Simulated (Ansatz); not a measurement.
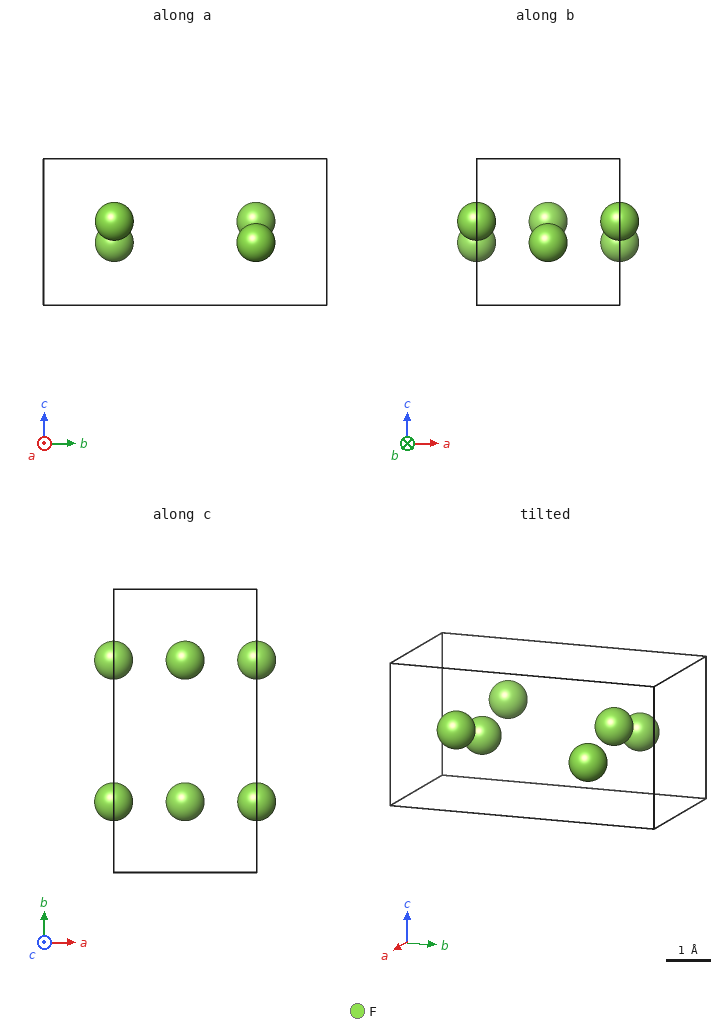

View along the a axis, along the b axis, along the c axis and slightly off an axis, drawn as a spheres-only model. One conventional unit cell is framed, with atoms on its boundary repeated.

Lattice parameters: a = 3.253 Å, b = 6.437 Å, c = 3.324 Å, α = 90.00°, β = 90.00°, γ = 90.00°.

**Give the structure in the form of a table of Wyckoff sites, with free fractional coordinates to two decimals.**

Space group Cmme (No. 67).
```tsv
atom	site	x	y	z
F	4g	0.00	0.75	0.43
```

Provenance: a structure type filled with this element by a generator (whether the element takes this form wasn't checked). A relaxation with DFT PBE+D3(BJ), scalar-relativistic, plane waves, PAW (Ansatz 0.2.0) gave the geometry drawn.
